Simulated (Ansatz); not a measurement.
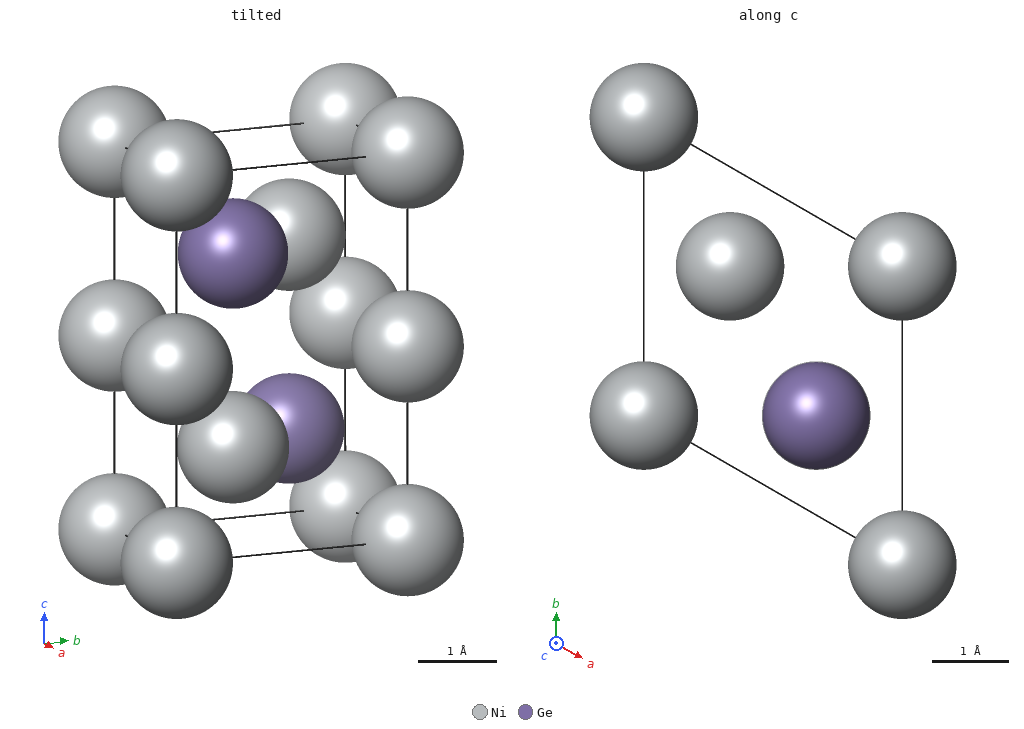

Crystal structure, spheres-only style, seen slightly off an axis and along the c axis. Atoms at the boundary of the conventional unit cell (the box) are drawn once for each face, edge or corner they touch. Cell: a = 3.97 Å, b = 3.97 Å, c = 5.01 Å, α = 90.00°, β = 90.00°, γ = 120.00°.

The starting point was a structure listed in the Materials Project. Earlier steps of the study may have refined or changed the cell and positions. Ansatz was used for an electronic-structure calculation on it.

### What can be read from this drawing?

Its composition is Ni2Ge. The lattice is primitive hexagonal and the space group P6_3/mmc (No. 194). The prototype is Ni₂In type. The cell comprises 2 formula units: 4 Ni, 2 Ge. About every Ge there are eleven Ni at about 2.3 to 2.6 Å. Ni takes two kinds of site: 2d with six Ni and five Ge (about 2.6 Å to Ni, 2.3 to 2.5 Å to Ge); 2a with eight Ni and six Ge (about 2.5 to 2.6 Å to Ni, 2.6 Å to Ge).

Level of theory and settings: DFT PBEsol, scalar-relativistic, plane waves, PAW in Ansatz, plane waves to 420 eV, a 12×12×8 sampling of the Brillouin zone, Gaussian smearing of 0.1 eV, no spin polarisation (a spin-restricted run, not always the ground state).

### What does the calculation say: metal or gapped?

A metal: bands cross the Fermi level.

### What net charge does each kind of atom have (Bader)?

Ni -0.23 to -0.01 e; Ge +0.24 e.

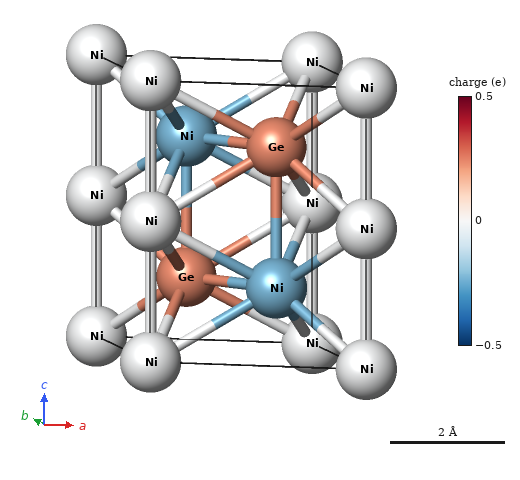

The atoms coloured by those charges. The run's cell of 6 atoms is drawn.

### Is this the optimised geometry for these settings?

Yes. All forces vanish to within 0.01 eV/Å. The pressure is 0.0 GPa, close to zero.
